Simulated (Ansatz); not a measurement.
```yaml
crystal:
  lattice:
    - [4.21703, 0.00000, 0.00000]
    - [0.00000, 4.21703, 0.00000]
    - [0.00000, 0.00000, 4.21703]
  atoms:
    - { symbol: Ga, position: [0.00000, 0.00000, 0.00000] }
    - { symbol: Ga, position: [0.50000, 0.50000, 0.00000] }
    - { symbol: Ga, position: [0.50000, 0.00000, 0.50000] }
    - { symbol: Ga, position: [0.00000, 0.50000, 0.50000] }
    - { symbol: N, position: [0.50000, 0.00000, 0.00000] }
    - { symbol: N, position: [0.00000, 0.50000, 0.00000] }
    - { symbol: N, position: [0.00000, 0.00000, 0.50000] }
    - { symbol: N, position: [0.50000, 0.50000, 0.50000] }
```

Space group Fm-3m; started from the rocksalt prototype, which need not be the ambient phase.

All numbers below come from Ansatz 0.2.0, DFT, r2SCAN with spin-orbit coupling, plane waves, PAW.

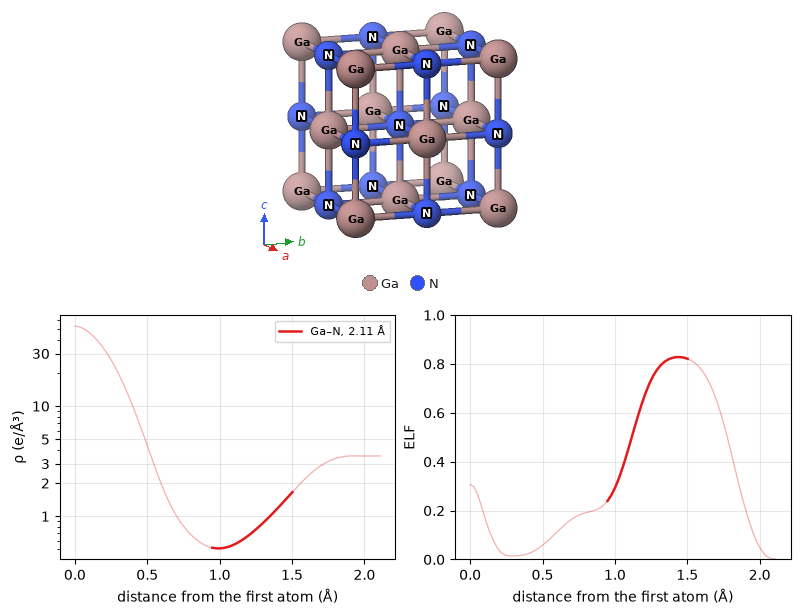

GaN. Valence charge density (pseudo) and ELF along straight lines between neighbouring atoms. Thin, pale parts lie inside the atomic spheres. The structure is drawn too.

In a PAW calculation such maps are meaningful between the atoms, not at the nuclei.

> What can be read from the curves?

Ga–N (2.11 Å): ρ is about 0.53 e/Å³ halfway; the ELF peaks at about 0.85 in the valence shell of N, 0.7 Å from its nucleus, and is about 0.40 at the midpoint.
